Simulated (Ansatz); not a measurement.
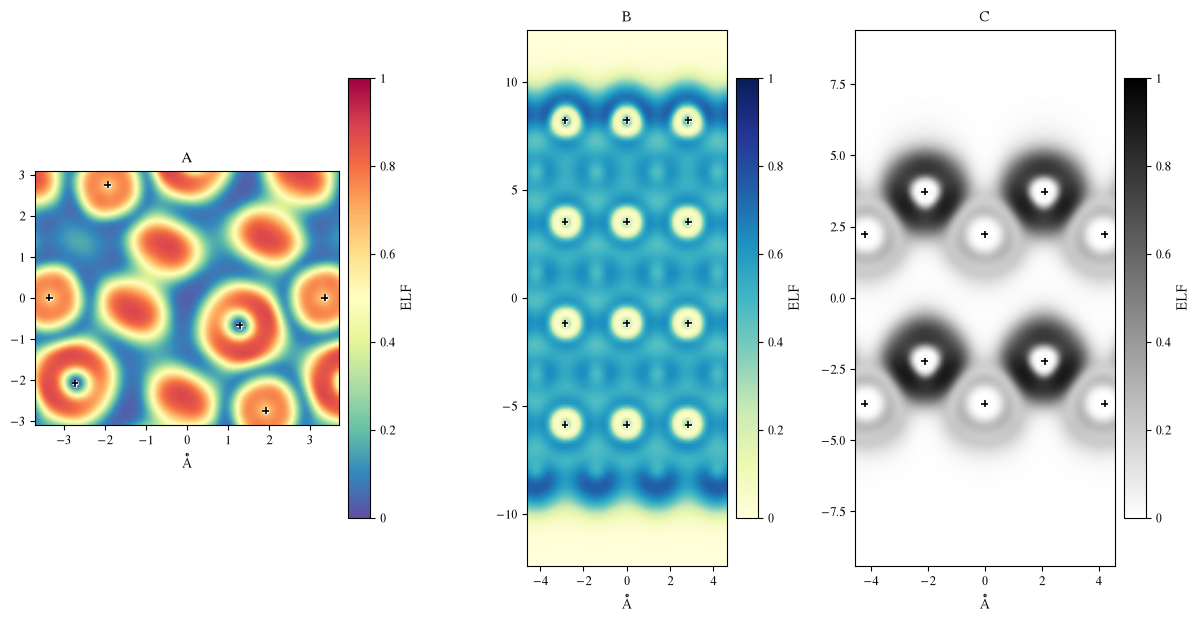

The electron localisation function of 3 systems, each on a plane through atoms (crosses mark nuclei in the plane).

The calculation used Ansatz 0.2.0, DFT PBE, scalar-relativistic, plane waves, PAW.

System 1: InP (slab), the (100) plane of the calculation cell, a cut from vacuum to vacuum. Not relaxed (largest force 0.5 eV/Å).

```
CELL_PARAMETERS angstrom
4.21440 0.00000 0.00000
0.00000 4.21440 0.00000
0.00000 0.00000 25.43012
ATOMIC_POSITIONS crystal
P 0.00000 0.50000 0.29493
In 0.50000 0.50000 0.35352
P 0.50000 0.00000 0.41211
In 0.00000 0.00000 0.47070
P 0.00000 0.50000 0.52930
In 0.50000 0.50000 0.58789
P 0.50000 0.00000 0.64648
In 0.00000 0.00000 0.70507
```

System 2: Al (slab), the (11̄0) plane of the calculation cell, a cut from vacuum to vacuum. 

System 3: VN₂, the (111) plane of the conventional cell. Space group I4/mcm; not relaxed (largest force 0.8 eV/Å); computed pressure about −18 GPa in this cell; the program warned that a starting moment wasn't kept; spin-polarised, but the moments vanished.

Which map belongs to which system?

Answer. Panel A is system 3, VN₂: the plane holds V and N. V–N (2.17 Å): the ELF peaks at about 0.90 in the valence shell of N, 0.7 Å from its nucleus, and is about 0.30 at the midpoint (no shared electron pair shows on this line). Panel B is system 2, Al: the plane holds Al. Al–Al (2.85 Å): the ELF peaks at about 0.60 between the atoms. Panel C is system 1, InP: the plane holds In and P. In–P (2.58 Å): the ELF peaks at about 0.90 in the valence shell of P, 0.9 Å from its nucleus, and is about 0.50 at the midpoint.
